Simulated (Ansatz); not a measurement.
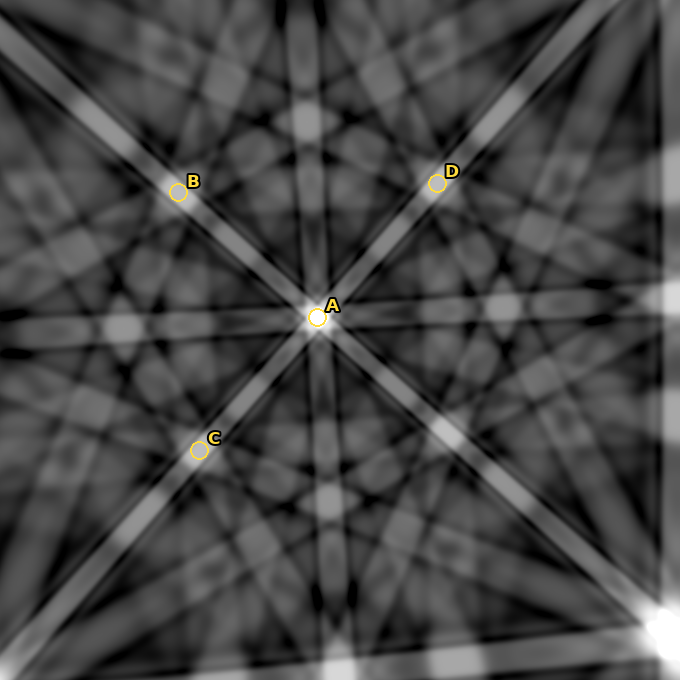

Simulated Kikuchi (electron backscatter) pattern at 10 kV: kinematic bands of width 2θ(Bragg) in gnomonic projection, seen from the camera side; the frame spans ±42° from its centre. Crystal: Tm, space group Im-3m (No. 229), a = 4.080 Å. Structure: the input geometry of an electronic-structure calculation (not necessarily at equilibrium); the starting structure was generated, so it need not be a known form of this composition.

Pole A is [001] and pole B is [1-13].

### Index the poles C and D.

C is [113], 25.2° from A and 35.1° from B. D is [-1-13], 25.2° from A and 35.1° from B.

### Which band joins A and B, and how wide is it?

It comes from the planes common to both zones. The strongest order is 1 1 0 with d = 2.885 Å, so the band is 2θ = 2.4° wide (λ = 0.1220 Å). Other orders of the same planes (2 2 0) lie on the same centre line with other widths.
